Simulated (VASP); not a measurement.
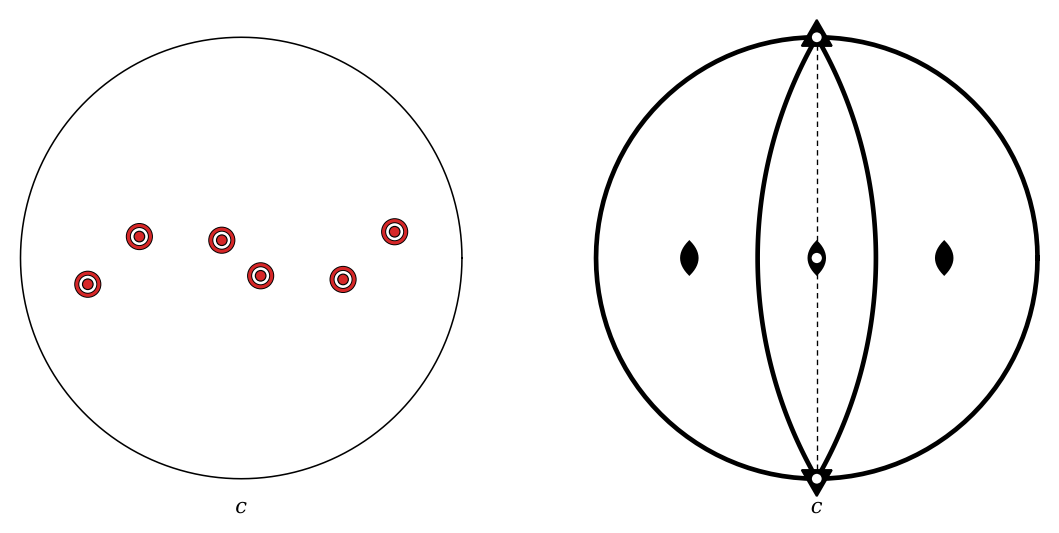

Stereographic projection: filled dots lie in the upper hemisphere, open rings in the lower; heavy lines are mirror planes (a heavy rim: a mirror in the plane of the page); lens, triangle, square and hexagon are 2-, 3-, 4- and 6-fold axes, a lens in an open square is −4, a triangle in an open hexagon −6; thin dashed diameters join the ends of axes that lie in the page; a small open circle marks inversion. The b axis points at the viewer. Left: one general form; right: the symmetry elements. Computed from the symmetry operations of a computed or model structure of composition Li.

### Name the crystal class.

-3m (D3d), order 12, trigonal system: one threefold axis, three twofold axes, three mirror planes, an inversion centre.

### Can such a crystal be piezoelectric, pyroelectric or chiral?

It is centrosymmetric, so neither piezoelectric nor pyroelectric; it is not chiral.
